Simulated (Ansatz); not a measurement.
```yaml
crystal:
  lattice:
    - [3.98327, 0.00000, 0.00000]
    - [0.00000, 5.63320, 0.00000]
    - [0.00000, 0.00000, 26.94982]
  atoms:
    - { symbol: Zn, position: [0.50000, 0.50000, 0.27829] }
    - { symbol: Se, position: [0.00000, 0.75000, 0.27829] }
    - { symbol: Zn, position: [0.00000, 0.00000, 0.35220] }
    - { symbol: Se, position: [0.50000, 0.25000, 0.35220] }
    - { symbol: Zn, position: [0.50000, 0.50000, 0.42610] }
    - { symbol: Se, position: [0.00000, 0.75000, 0.42610] }
    - { symbol: Zn, position: [0.00000, 0.00000, 0.50000] }
    - { symbol: Se, position: [0.50000, 0.25000, 0.50000] }
    - { symbol: Zn, position: [0.50000, 0.50000, 0.57390] }
    - { symbol: Se, position: [0.00000, 0.75000, 0.57390] }
    - { symbol: Zn, position: [0.00000, 0.00000, 0.64780] }
    - { symbol: Se, position: [0.50000, 0.25000, 0.64780] }
    - { symbol: Zn, position: [0.50000, 0.50000, 0.72171] }
    - { symbol: Se, position: [0.00000, 0.75000, 0.72171] }
```

Not relaxed (largest force 1.5 eV/Å).

Theory: Ansatz, DFT PBEsol, scalar-relativistic, plane waves, PAW.

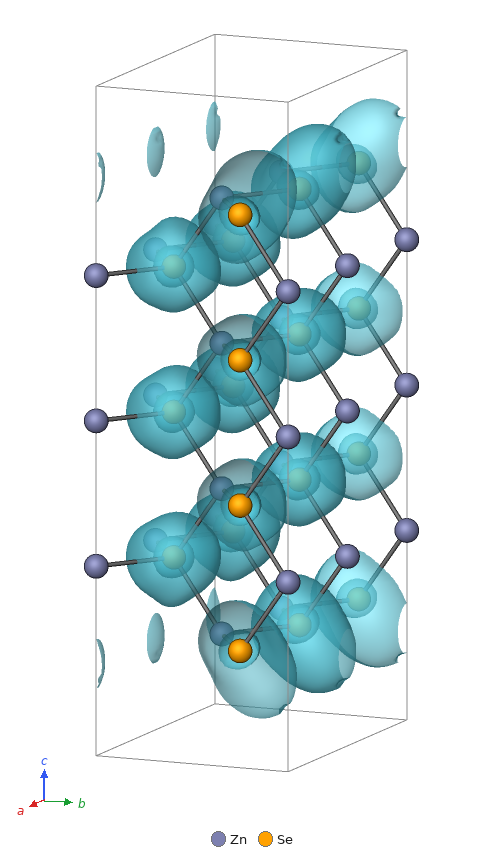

ZnSe (slab). Isosurface of the ELF at 0.65 (cyan), seen slightly off an axis. Core shells and regions of very low density are left out. Sticks mark near contacts.

In a PAW calculation such maps are meaningful between the atoms, not at the nuclei.

**What do the ELF domains correspond to?**

The surface consists of seven regions wrapped around Se (the valence shell of each), counted in one cell of 14 atoms. Counts are for one cell; the picture repeats the cell along the surface. Along the contacts the grid gives the following. Zn–Se (2.44 Å): the ELF is about 0.60 at the midpoint.

**Metal or insulator at this level of theory?**

It is gapped, with a Kohn–Sham gap of 1.1 eV on the k-point mesh (the band edges may lie off the mesh, which would make the gap smaller).
